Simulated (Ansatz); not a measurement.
## B$_{3}$As: geometry relaxation (part 2 of 3)

The same run, continued: B$_{3}$As (4 atoms in the cell); DFT r2SCAN, scalar-relativistic, plane waves, PAW, no spin polarisation (Ansatz 0.2.0); cutoff 500 eV, 8×8×8 k-mesh, Gaussian smearing of 0.1 eV. The structure was built on a prototype by a generator; it need not be a known phase. It belongs to a series of runs on one base structure; here: TiAl3 (D0_22) type (I4/mmm, No. 139).

Geometry of the input (Å; fractional positions):
```
-1.6535  1.6535  3.6935
1.6535  -1.6535  3.6935
1.6535  1.6535  -3.6935
B  0.5000  0.5000  0.0000
B  0.2500  0.7500  0.5000
B  0.7500  0.2500  0.5000
As 0.0000  0.0000  0.0000
```

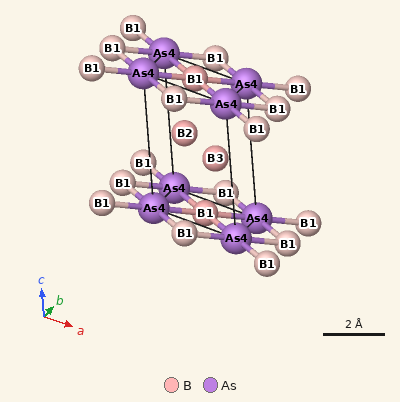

The geometry at step 7 of the log (ball-and-stick view of the reduced cell, seen slightly off an axis; neighbours outside the cell are drawn fainter; atoms are numbered from 1 in the order of the input).

### Output, continued
```
SCF iter   1: F=-5326.777486 eV  HF=-5326.770741 eV  |F-HF|=6.74e-3  |Δ(HF+E_count)|=         —  Δρ=5.48e-3  dr2=9.46e-3  dr2_τ=2.45e-3  ethr=3.81e-5  ⟨swp⟩=2.0  Hψ=7092  notcnv=0
preconditioner: auto → Kerker (q_TF=auto, 2.530 Å⁻¹)  [metal: Δε(μ)=0.037 eV  Ē_g=10.011 eV  σ=0.100 eV  W_gap=0.21  n_scr=10 (ndim 8)  ℏωp=22.6 eV  f_vac=0.000  D(μ)=1.42/eV (n_scr^D=10)]
SCF iter   2: F=-5326.778925 eV  HF=-5326.778884 eV  |F-HF|=4.09e-5  |Δ(HF+E_count)|=   8.14e-3  Δρ=3.23e-3  dr2=3.20e-3  dr2_τ=1.75e-5  ethr=3.81e-5  ⟨swp⟩=2.0  Hψ=1523  notcnv=0
SCF iter   3: F=-5326.779072 eV  HF=-5326.779090 eV  |F-HF|=1.77e-5  |Δ(HF+E_count)|=   2.07e-4  Δρ=7.31e-4  dr2=2.12e-4  dr2_τ=4.86e-6  ethr=1.33e-5  ⟨swp⟩=2.0  Hψ=1651  notcnv=0
SCF iter   4: F=-5326.779121 eV  HF=-5326.779111 eV  |F-HF|=1.03e-5  |Δ(HF+E_count)|=   2.08e-5  Δρ=2.83e-4  dr2=3.11e-5  dr2_τ=2.41e-7  ethr=8.82e-7  ⟨swp⟩=2.8  Hψ=1621  notcnv=0
SCF iter   5: F=-5326.779130 eV  HF=-5326.779126 eV  |F-HF|=4.12e-6  |Δ(HF+E_count)|=   1.50e-5  Δρ=1.18e-4  dr2=3.29e-6  dr2_τ=9.82e-8  ethr=1.30e-7  ⟨swp⟩=2.0  Hψ=1622  notcnv=0
SCF iter   6: F=-5326.779132 eV  HF=-5326.779132 eV  |F-HF|=3.09e-7  |Δ(HF+E_count)|=   5.69e-6  Δρ=2.71e-5  dr2=1.11e-7  dr2_τ=3.19e-9  ethr=1.67e-9  ⟨swp⟩=3.0  Hψ=3933  notcnv=0
the search or the solves at the SCF's close seem to have found levels that the self-consistency loop had missed (the run counts 1). By its estimate they hold under 1e-12 electrons; where the run keeps them, the occupations were computed again with them
SCF 4 converged in 6 iterations: F = -5326.779132 eV  dr2 = 1.11e-7
relax step   4: F+E_penalty+E_count = -5326.77913192 eV  Δ(F+E_penalty+E_count) = -2.267e-1 eV  max|allowed force component| = 8.674e-19 eV/Å  Δτ_max = 0.0000 Å  P = +4.330 GPa  Ω = 37.726 Å³  energy of the carried Pulay correction = +3.922e-4 eV  (6 SCF iters, dr2 threshold 4.00e-7 eV, accepted)
Crystal: 4 atoms, lattice volume = 38.334 Å³
Basis set: ecut = 500 eV, 979 PW (Γ), exchange–correlation on 128×128×128 points (64 copies of the dense FFT grid, shifted against one another)
iter 1 solved again at ethr=2.30e-4 eV; its pass at ethr=3.10e-3 eV (dr2=5.53e-2 eV) is discarded
SCF iter   1: F=-5326.943252 eV  HF=-5326.978250 eV  |F-HF|=3.50e-2  |Δ(HF+E_count)|=         —  Δρ=7.35e-3  dr2=5.63e-2  dr2_τ=3.78e-3  ethr=2.30e-4  ⟨swp⟩=2.0  Hψ=7055  notcnv=0
preconditioner: auto → Kerker (q_TF=auto, 2.523 Å⁻¹)  [metal: Δε(μ)=0.060 eV  Ē_g=9.939 eV  σ=0.100 eV  W_gap=0.31  n_scr=10 (ndim 8)  ℏωp=22.4 eV  f_vac=0.000  D(μ)=1.22/eV (n_scr^D=10)]
SCF iter   2: F=-5326.967168 eV  HF=-5326.980680 eV  |F-HF|=1.35e-2  |Δ(HF+E_count)|=   2.43e-3  Δρ=3.98e-3  dr2=1.69e-2  dr2_τ=7.23e-5  ethr=2.30e-4  ⟨swp⟩=2.2  Hψ=1474  notcnv=0
SCF iter   3: F=-5326.976996 eV  HF=-5326.977088 eV  |F-HF|=9.14e-5  |Δ(HF+E_count)|=   3.59e-3  Δρ=8.48e-4  dr2=2.92e-4  dr2_τ=8.70e-6  ethr=7.03e-5  ⟨swp⟩=2.0  Hψ=1401  notcnv=0
SCF iter   4: F=-5326.977070 eV  HF=-5326.977078 eV  |F-HF|=8.63e-6  |Δ(HF+E_count)|=   9.39e-6  Δρ=4.49e-4  dr2=7.74e-5  dr2_τ=8.92e-7  ethr=1.22e-6  ⟨swp⟩=2.0  Hψ=1633  notcnv=0
SCF iter   5: F=-5326.977079 eV  HF=-5326.977085 eV  |F-HF|=5.44e-6  |Δ(HF+E_count)|=   6.49e-6  Δρ=1.92e-4  dr2=1.73e-5  dr2_τ=1.86e-7  ethr=3.22e-7  ⟨swp⟩=2.5  Hψ=1585  notcnv=0
SCF iter   6: F=-5326.977086 eV  HF=-5326.977086 eV  |F-HF|=5.20e-7  |Δ(HF+E_count)|=   9.89e-7  Δρ=4.13e-5  dr2=4.84e-7  dr2_τ=8.41e-9  ethr=7.20e-8  ⟨swp⟩=2.0  Hψ=1623  notcnv=0
SCF iter   7: F=-5326.977086 eV  HF=-5326.977086 eV  |F-HF|=3.64e-8  |Δ(HF+E_count)|=   6.35e-7  Δρ=8.68e-6  dr2=2.08e-8  dr2_τ=4.24e-10  ethr=1.67e-9  ⟨swp⟩=6.1  Hψ=4664  notcnv=0
SCF 5 converged in 7 iterations: F = -5326.977086 eV  dr2 = 2.08e-8
relax step   5: F+E_penalty+E_count = -5326.97708634 eV  Δ(F+E_penalty+E_count) = -1.980e-1 eV  max|allowed force component| = 3.253e-19 eV/Å  Δτ_max = 0.0000 Å  P = +5.454 GPa  Ω = 38.334 Å³  energy of the carried Pulay correction = +2.246e-4 eV  (7 SCF iters, dr2 threshold 4.00e-7 eV, accepted)
Crystal: 4 atoms, lattice volume = 40.333 Å³
Basis set: ecut = 500 eV, 1021 PW (Γ), exchange–correlation on 128×128×128 points (64 copies of the dense FFT grid, shifted against one another)
iter 1 solved again at ethr=5.83e-5 eV; its pass at ethr=3.10e-3 eV (dr2=1.40e-2 eV) is discarded
SCF iter   1: F=-5327.055256 eV  HF=-5327.029155 eV  |F-HF|=2.61e-2  |Δ(HF+E_count)|=         —  Δρ=4.07e-3  dr2=1.42e-2  dr2_τ=5.88e-3  ethr=5.83e-5  ⟨swp⟩=1.5  Hψ=7584  notcnv=0
preconditioner: auto → Kerker (q_TF=auto, 2.502 Å⁻¹)  [metal: Δε(μ)=0.018 eV  Ē_g=9.581 eV  σ=0.100 eV  W_gap=0.10  n_scr=10 (ndim 8)  ℏωp=21.9 eV  f_vac=0.000  D(μ)=1.46/eV (n_scr^D=10)]
SCF iter   2: F=-5327.063878 eV  HF=-5327.066347 eV  |F-HF|=2.47e-3  |Δ(HF+E_count)|=   3.72e-2  Δρ=2.62e-3  dr2=4.55e-3  dr2_τ=2.94e-5  ethr=5.83e-5  ⟨swp⟩=2.0  Hψ=1804  notcnv=0
SCF iter   3: F=-5327.065926 eV  HF=-5327.065899 eV  |F-HF|=2.68e-5  |Δ(HF+E_count)|=   4.48e-4  Δρ=3.97e-4  dr2=5.58e-5  dr2_τ=1.45e-5  ethr=1.90e-5  ⟨swp⟩=2.0  Hψ=1492  notcnv=0
SCF iter   4: F=-5327.065947 eV  HF=-5327.065943 eV  |F-HF|=3.87e-6  |Δ(HF+E_count)|=   4.44e-5  Δρ=1.68e-4  dr2=7.23e-6  dr2_τ=1.33e-7  ethr=2.32e-7  ⟨swp⟩=2.0  Hψ=1641  notcnv=0
SCF iter   5: F=-5327.065948 eV  HF=-5327.065950 eV  |F-HF|=2.01e-6  |Δ(HF+E_count)|=   6.40e-6  Δρ=6.79e-5  dr2=1.79e-6  dr2_τ=1.74e-8  ethr=3.01e-8  ⟨swp⟩=2.0  Hψ=1620  notcnv=0
SCF iter   6: F=-5327.065950 eV  HF=-5327.065949 eV  |F-HF|=7.56e-8  |Δ(HF+E_count)|=   2.82e-7  Δρ=2.16e-5  dr2=1.83e-7  dr2_τ=5.07e-9  ethr=1.67e-9  ⟨swp⟩=3.5  Hψ=4670  notcnv=0
SCF 6 converged in 6 iterations: F = -5327.065950 eV  dr2 = 1.83e-7
relax step   6: F+E_penalty+E_count = -5327.06594950 eV  Δ(F+E_penalty+E_count) = -8.886e-2 eV  max|allowed force component| = 4.337e-19 eV/Å  Δτ_max = 0.0000 Å  P = -0.105 GPa  Ω = 40.333 Å³  energy of the carried Pulay correction = -2.089e-4 eV  (6 SCF iters, dr2 threshold 4.00e-7 eV, accepted)
Crystal: 4 atoms, lattice volume = 41.432 Å³
Basis set: ecut = 500 eV, 1045 PW (Γ), exchange–correlation on 128×128×128 points (64 copies of the dense FFT grid, shifted against one another)
iter 1 solved again at ethr=1.35e-5 eV; its pass at ethr=3.10e-3 eV (dr2=3.25e-3 eV) is discarded
SCF iter   1: F=-5327.101957 eV  HF=-5327.084435 eV  |F-HF|=1.75e-2  |Δ(HF+E_count)|=         —  Δρ=3.14e-3  dr2=3.29e-3  dr2_τ=2.23e-3  ethr=1.35e-5  ⟨swp⟩=1.7  Hψ=7886  notcnv=0
preconditioner: auto → Kerker (q_TF=auto, 2.491 Å⁻¹)  [metal: Δε(μ)=0.060 eV  Ē_g=9.439 eV  σ=0.100 eV  W_gap=0.30  n_scr=10 (ndim 8)  ℏωp=21.6 eV  f_vac=0.000  D(μ)=1.40/eV (n_scr^D=10)]
SCF iter   2: F=-5327.103965 eV  HF=-5327.103751 eV  |F-HF|=2.14e-4  |Δ(HF+E_count)|=   1.93e-2  Δρ=1.78e-3  dr2=9.68e-4  dr2_τ=8.83e-6  ethr=1.35e-5  ⟨swp⟩=2.0  Hψ=1703  notcnv=0
SCF iter   3: F=-5327.104134 eV  HF=-5327.104094 eV  |F-HF|=4.00e-5  |Δ(HF+E_count)|=   3.43e-4  Δρ=5.31e-4  dr2=9.76e-5  dr2_τ=3.78e-6  ethr=4.03e-6  ⟨swp⟩=2.1  Hψ=1521  notcnv=0
SCF iter   4: F=-5327.104142 eV  HF=-5327.104139 eV  |F-HF|=2.80e-6  |Δ(HF+E_count)|=   4.51e-5  Δρ=1.88e-4  dr2=1.80e-5  dr2_τ=1.68e-7  ethr=4.07e-7  ⟨swp⟩=2.1  Hψ=1401  notcnv=0
SCF iter   5: F=-5327.104144 eV  HF=-5327.104144 eV  |F-HF|=3.76e-7  |Δ(HF+E_count)|=   5.55e-6  Δρ=8.76e-5  dr2=3.78e-6  dr2_τ=2.74e-8  ethr=7.52e-8  ⟨swp⟩=2.1  Hψ=1588  notcnv=0
SCF iter   6: F=-5327.104145 eV  HF=-5327.104145 eV  |F-HF|=5.36e-7  |Δ(HF+E_count)|=   2.03e-7  Δρ=5.47e-5  dr2=1.39e-6  dr2_τ=1.14e-8  ethr=1.57e-8  ⟨swp⟩=2.7  Hψ=1625  notcnv=0
SCF iter   7: F=-5327.104146 eV  HF=-5327.104145 eV  |F-HF|=5.67e-8  |Δ(HF+E_count)|=   7.75e-7  Δρ=1.55e-5  dr2=1.06e-7  dr2_τ=1.09e-9  ethr=1.67e-9  ⟨swp⟩=3.2  Hψ=4068  notcnv=0
SCF 7 converged in 7 iterations: F = -5327.104146 eV  dr2 = 1.06e-7
relax step   7: F+E_penalty+E_count = -5327.10414551 eV  Δ(F+E_penalty+E_count) = -3.820e-2 eV  max|allowed force component| = 6.939e-18 eV/Å  Δτ_max = 0.0000 Å  P = -0.492 GPa  Ω = 41.432 Å³  energy of the carried Pulay correction = -4.631e-4 eV  (7 SCF iters, dr2 threshold 4.00e-7 eV, accepted)
Crystal: 4 atoms, lattice volume = 41.709 Å³
Basis set: ecut = 500 eV, 1053 PW (Γ), exchange–correlation on 128×128×128 points (64 copies of the dense FFT grid, shifted against one another)
iter 1 solved again at ethr=7.20e-6 eV; its pass at ethr=3.10e-3 eV (dr2=1.73e-3 eV) is discarded
SCF iter   1: F=-5327.104445 eV  HF=-5327.103800 eV  |F-HF|=6.45e-4  |Δ(HF+E_count)|=         —  Δρ=1.70e-3  dr2=1.66e-3  dr2_τ=2.68e-4  ethr=7.20e-6  ⟨swp⟩=2.7  Hψ=7512  notcnv=0
preconditioner: auto → Kerker (q_TF=auto, 2.488 Å⁻¹)  [metal: Δε(μ)=0.060 eV  Ē_g=9.413 eV  σ=0.100 eV  W_gap=0.30  n_scr=10 (ndim 8)  ℏωp=21.5 eV  f_vac=0.000  D(μ)=1.12/eV (n_scr^D=2)]
SCF iter   2: F=-5327.105149 eV  HF=-5327.105281 eV  |F-HF|=1.33e-4  |Δ(HF+E_count)|=   1.48e-3  Δρ=9.42e-4  dr2=4.21e-4  dr2_τ=3.22e-6  ethr=6.93e-6  ⟨swp⟩=2.0  Hψ=1547  notcnv=0
SCF iter   3: F=-5327.105285 eV  HF=-5327.105292 eV  |F-HF|=6.88e-6  |Δ(HF+E_count)|=   1.06e-5  Δρ=2.73e-4  dr2=3.28e-5  dr2_τ=3.45e-7  ethr=1.75e-6  ⟨swp⟩=2.5  Hψ=1879  notcnv=0
SCF iter   4: F=-5327.105294 eV  HF=-5327.105293 eV  |F-HF|=1.48e-6  |Δ(HF+E_count)|=   8.04e-7  Δρ=1.34e-4  dr2=8.52e-6  dr2_τ=1.09e-7  ethr=1.37e-7  ⟨swp⟩=2.2  Hψ=1554  notcnv=0
SCF iter   5: F=-5327.105295 eV  HF=-5327.105295 eV  |F-HF|=4.22e-8  |Δ(HF+E_count)|=   2.62e-6  Δρ=3.54e-5  dr2=5.45e-7  dr2_τ=3.83e-8  ethr=3.55e-8  ⟨swp⟩=2.0  Hψ=1597  notcnv=0
SCF iter   6: F=-5327.105296 eV  HF=-5327.105296 eV  |F-HF|=9.60e-8  |Δ(HF+E_count)|=   2.17e-7  Δρ=1.50e-5  dr2=8.67e-8  dr2_τ=6.69e-10  ethr=1.67e-9  ⟨swp⟩=5.9  Hψ=4848  notcnv=0
SCF 8 converged in 6 iterations: F = -5327.105296 eV  dr2 = 8.67e-8
relax step   8: F+E_penalty+E_count = -5327.10529579 eV  Δ(F+E_penalty+E_count) = -1.150e-3 eV  max|allowed force component| = 1.301e-18 eV/Å  Δτ_max = 0.0000 Å  P = +0.109 GPa  Ω = 41.709 Å³  energy of the carried Pulay correction = -5.316e-4 eV  (6 SCF iters, dr2 threshold 4.00e-7 eV, accepted)
Crystal: 4 atoms, lattice volume = 41.528 Å³
iter 1 solved again at ethr=1.59e-6 eV; its pass at ethr=3.10e-3 eV (dr2=3.82e-4 eV) is discarded
SCF iter   1: F=-5327.106112 eV  HF=-5327.105874 eV  |F-HF|=2.39e-4  |Δ(HF+E_count)|=         —  Δρ=7.83e-4  dr2=3.39e-4  dr2_τ=6.48e-5  ethr=1.59e-6  ⟨swp⟩=2.2  Hψ=6673  notcnv=0
preconditioner: auto → Kerker (q_TF=auto, 2.490 Å⁻¹)  [metal: Δε(μ)=0.062 eV  Ē_g=9.439 eV  σ=0.100 eV  W_gap=0.31  n_scr=10 (ndim 8)  ℏωp=21.6 eV  f_vac=0.000  D(μ)=1.07/eV (n_scr^D=2)]
SCF iter   2: F=-5327.106267 eV  HF=-5327.106295 eV  |F-HF|=2.84e-5  |Δ(HF+E_count)|=   4.21e-4  Δρ=4.23e-4  dr2=8.39e-5  dr2_τ=6.54e-7  ethr=1.41e-6  ⟨swp⟩=2.0  Hψ=1335  notcnv=0
SCF iter   3: F=-5327.106297 eV  HF=-5327.106297 eV  |F-HF|=1.07e-7  |Δ(HF+E_count)|=   1.96e-6  Δρ=1.15e-4  dr2=5.52e-6  dr2_τ=7.21e-8  ethr=3.49e-7  ⟨swp⟩=2.6  Hψ=1627  notcnv=0
SCF iter   4: F=-5327.106298 eV  HF=-5327.106298 eV  |F-HF|=2.35e-7  |Δ(HF+E_count)|=   6.75e-7  Δρ=5.06e-5  dr2=1.18e-6  dr2_τ=1.95e-8  ethr=2.30e-8  ⟨swp⟩=2.4  Hψ=1582  notcnv=0
SCF iter   5: F=-5327.106298 eV  HF=-5327.106298 eV  |F-HF|=1.17e-7  |Δ(HF+E_count)|=   4.23e-7  Δρ=1.67e-5  dr2=1.38e-7  dr2_τ=4.24e-9  ethr=1.67e-9  ⟨swp⟩=6.0  Hψ=4738  notcnv=0
SCF 9 converged in 5 iterations: F = -5327.106298 eV  dr2 = 1.38e-7
relax step   9: F+E_penalty+E_count = -5327.10629799 eV  Δ(F+E_penalty+E_count) = -1.002e-3 eV  max|allowed force component| = 1.735e-18 eV/Å  Δτ_max = 0.0000 Å  P = +0.003 GPa  Ω = 41.528 Å³  energy of the carried Pulay correction = -4.895e-4 eV  (5 SCF iters, dr2 threshold 4.00e-7 eV, accepted)
Basis set: ecut = 500 eV, 1053 PW (Γ), exchange–correlation on 160×160×160 points (64 copies of the dense FFT grid, shifted against one another)
Initial wavefunctions: pseudopotential atomic-orbital guess (no wavefunctions were taken with the density)
iter 1 solved again at ethr=7.05e-8 eV; its pass at ethr=3.10e-3 eV (dr2=1.69e-5 eV) is discarded
SCF iter   1: F=-5327.119388 eV  HF=-5327.119269 eV  |F-HF|=1.19e-4  |Δ(HF+E_count)|=         —  Δρ=4.46e-4  dr2=1.08e-5  dr2_τ=3.03e-5  ethr=7.05e-8  ⟨swp⟩=2.7  Hψ=7415  notcnv=0
preconditioner: auto → Kerker (q_TF=auto, 2.490 Å⁻¹)  [metal: Δε(μ)=0.027 eV  Ē_g=9.438 eV  σ=0.100 eV  W_gap=0.15  n_scr=10 (ndim 8)  ℏωp=21.6 eV  f_vac=0.000  D(μ)=1.10/eV (n_scr^D=2)]
SCF iter   2: F=-5327.119393 eV  HF=-5327.119363 eV  |F-HF|=3.05e-5  |Δ(HF+E_count)|=   9.36e-5  Δρ=2.46e-4  dr2=3.41e-6  dr2_τ=1.10e-6  ethr=4.51e-8  ⟨swp⟩=2.0  Hψ=1578  notcnv=0
SCF iter   3: F=-5327.119396 eV  HF=-5327.119396 eV  |F-HF|=1.30e-7  |Δ(HF+E_count)|=   3.30e-5  Δρ=1.88e-5  dr2=1.14e-7  dr2_τ=7.55e-9  ethr=1.42e-8  ⟨swp⟩=2.0  Hψ=1593  notcnv=0
SCF iter   4: F=-5327.119396 eV  HF=-5327.119396 eV  |F-HF|=3.46e-8  |Δ(HF+E_count)|=   3.71e-8  Δρ=9.41e-6  dr2=1.99e-8  dr2_τ=6.78e-10  ethr=4.74e-10  ⟨swp⟩=2.0  Hψ=1643  notcnv=0
SCF iter   5: F=-5327.119396 eV  HF=-5327.119396 eV  |F-HF|=1.30e-9  |Δ(HF+E_count)|=   4.46e-8  Δρ=2.30e-6  dr2=1.85e-9  dr2_τ=6.44e-11  ethr=1.07e-11  ⟨swp⟩=2.7  Hψ=3590  notcnv=0
SCF iter   6: F=-5327.119396 eV  HF=-5327.119396 eV  |F-HF|=2.52e-10  |Δ(HF+E_count)|=  3.64e-10  Δρ=7.98e-7  dr2=1.81e-10  dr2_τ=3.95e-12  ethr=7.71e-12  ⟨swp⟩=4.0  Hψ=2909  notcnv=0
SCF 10 converged in 6 iterations: F = -5327.119396 eV  dr2 = 1.81e-10
```
